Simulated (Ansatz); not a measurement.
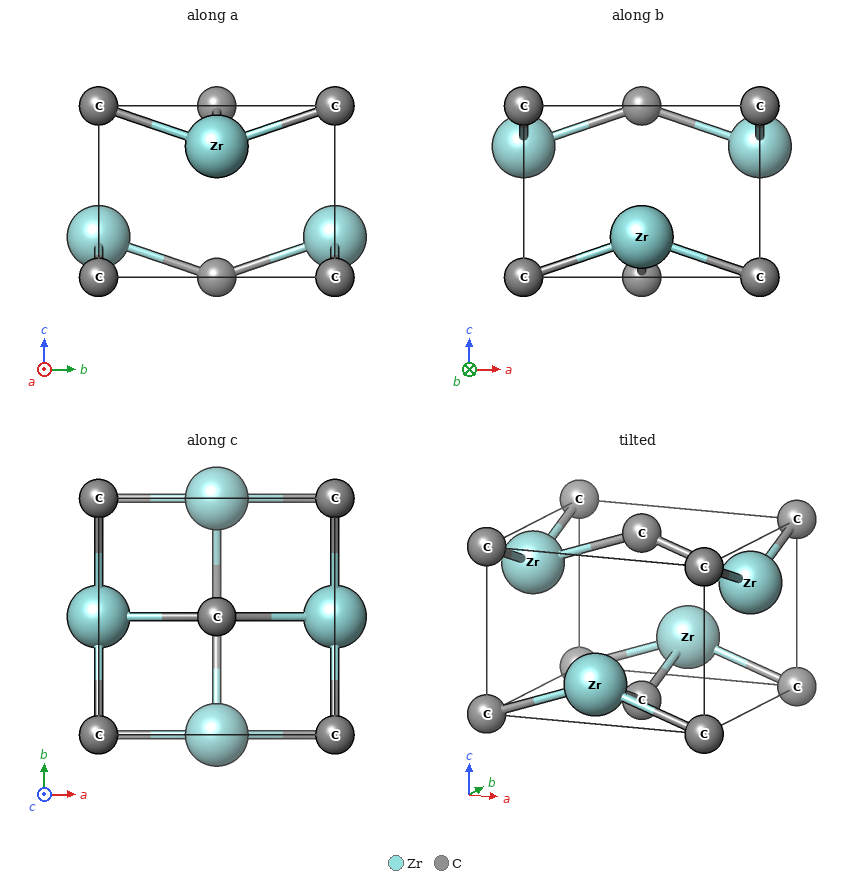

Ball-and-stick representation of a periodic structure, projected along the a axis, along the b axis, along the c axis and slightly off an axis. The lines enclose the conventional unit cell; boundary atoms appear with their images.

Lattice parameters: a = 4.231 Å, b = 4.231 Å, c = 3.067 Å, α = 90.00°, β = 90.00°, γ = 90.00°.

**Reconstruct the structure as a table of Wyckoff sites, with free fractional coordinates to two decimals.**

Space group P4/nmm:1 (No. 129).
| atom | site | x | y | z |
| --- | --- | --- | --- | --- |
| Zr | 2c | 0.50 | 0.00 | 0.24 |
| C | 2a | 0.00 | 0.00 | 0.00 |

Source of the structure: a structure type filled with these elements by a generator (whether the compound takes this form wasn't checked). It was relaxed at fixed volume with DFT PBE, scalar-relativistic, plane waves, PAW (Ansatz 0.2.0).
